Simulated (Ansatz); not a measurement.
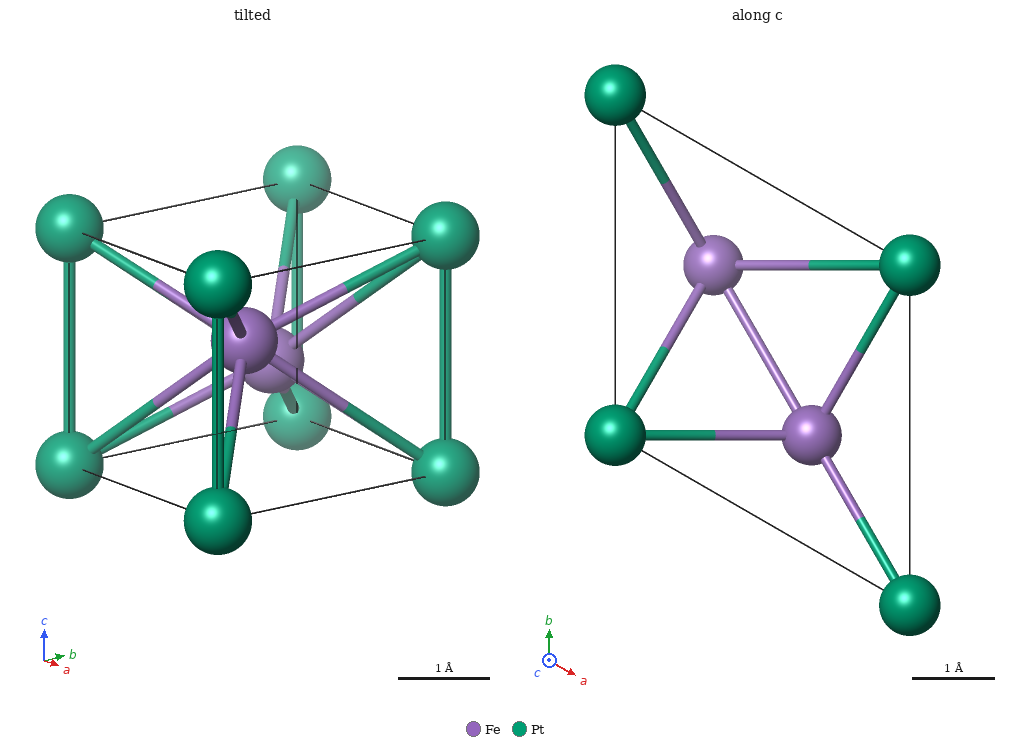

An orthographic ball-and-stick view of the structure, slightly off an axis and along the c axis. The lines enclose the conventional unit cell; boundary atoms appear with their images. Cell: a = 4.19 Å, b = 4.19 Å, c = 2.65 Å, α = 90.00°, β = 90.00°, γ = 120.00°.

The structure comes from a structure type filled with these elements by a generator (whether the compound takes this form wasn't checked). Earlier steps of the study, as a rule a relaxation of our own, may have changed the cell and positions, so they can lie some per cent off the listed ones. It went into a calculation with Ansatz.

Characterise what is shown.

Answer. This is Fe$_{2}$Pt. The lattice is primitive hexagonal and the space group P-3m1 (No. 164). Content of the cell: 2 Fe, 1 Pt (Z = 1). Counting atoms within bonding range gives coordination numbers of Fe 11 and Pt 14.

Level of theory and settings: DFT PBE, scalar-relativistic, plane waves, PAW in Ansatz, 420 eV cutoff, k-point mesh 12×12×18, Gaussian smearing of 0.1 eV, collinear spins.

Which atoms carry magnetic moments in this run, and how do they order?

Answer. The state reached is ferromagnetic. Sizes: Fe 2.8 μB and Pt 0.5 μB; net moment 5.9 μB in the run's cell of 3 atoms.

What does the calculation say: metal or gapped?

Answer. A metal: bands cross the Fermi level.

What net charge does each kind of atom have (Bader)?

Answer. Fe +0.42 e; Pt -0.84 e.

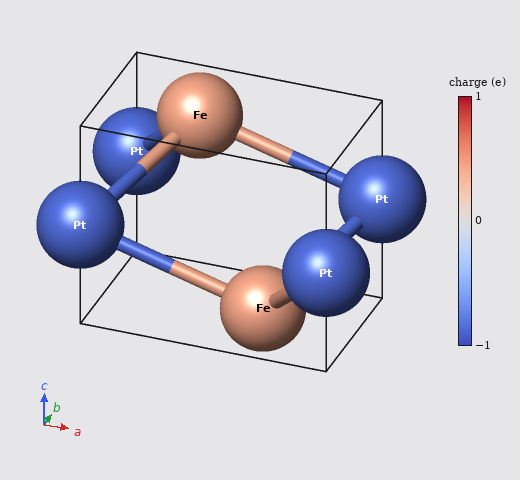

The atoms coloured by those charges. The run's cell of 3 atoms is drawn, so axes and origin can differ from the first picture.

Does this geometry sit at a stationary point of the energy?

Answer. Yes. All forces vanish to within 0.01 eV/Å. The pressure is 0.0 GPa, close to zero.
